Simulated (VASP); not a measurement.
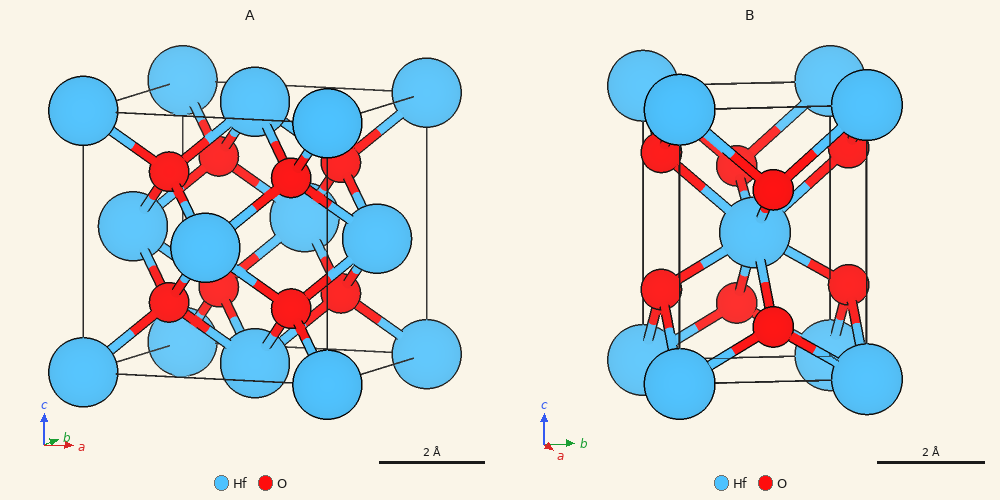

Two structures of HfO2, each relaxed (cell and atoms) at zero pressure; conventional cells in solid outline, small ones repeated, each panel with its own scale. Alike in all runs: VASP 6.6.1; functional PBE; dispersion D3(BJ); VASP's PAW PBE potentials, release 64 (Hf_pv, O); cutoff 600 eV; occupations gaussian, width 0.02 eV; no spin polarisation; no spin-orbit coupling. The k meshes have like spacings.

Name the structure in each panel.

Answer. A: fluorite (CaF₂ type), Fm-3m; B: 6 atoms a cell on a primitive tetragonal lattice, P4₂/nmc.

Rank them by energy, lowest first.

Answer. B, then A (+26 meV/atom), static energies at zero smearing.

Collect the results in a table.

Answer.
| panel | space group | E − E(lowest) (meV/atom) | volume (Å³/atom) | gap (eV) |
| --- | --- | --- | --- | --- |
| B | P4₂/nmc | 0 | 11.0 | 4.69 |
| A | Fm-3m | 26 | 10.7 | 3.84 |

The starts are database entries or structure types tried for this composition, and the most stable form need not be among them. Approximate functionals can misorder forms that lie within a few tens of meV/atom, as they do the rutile and anatase forms of TiO₂. Gaps are the least found on the k-mesh, which can miss the band edges.

Caveat: spin-orbit coupling is left out, which shifts the gaps of compounds of heavy elements; semilocal functionals give gaps below the measured ones.
